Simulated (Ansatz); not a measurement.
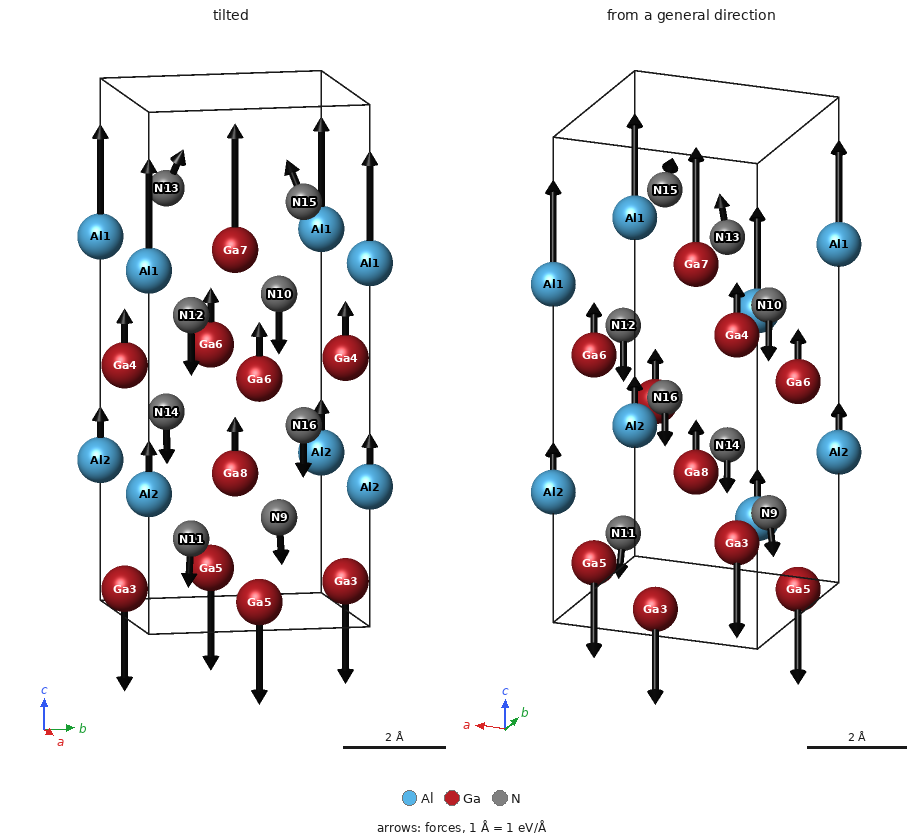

This spheres-only model is shown slightly off an axis and from a general direction. One simulation cell is outlined, and atoms on its boundary appear in each equivalent place. The arrows are the computed forces on the atoms.

System: AlGa$_{3}$N$_{4}$. All computed values are from Ansatz, DFT PBEsol, scalar-relativistic, plane waves, PAW. Settings: a basis cut at 420 eV, Brillouin-zone sampling on a 6×6×3 mesh, Gaussian smearing of 0.05 eV, no spin polarisation.

Question: Do the forces show a relaxed structure?

Answer: No. The atoms still feel forces of up to about 2.1 eV/Å, far above a usual threshold of 0.01 to 0.03 eV/Å.

The cell started as a structure listed in the Materials Project. The cell was then strained or its atoms displaced on purpose. Ansatz was used for an electronic-structure calculation on it.
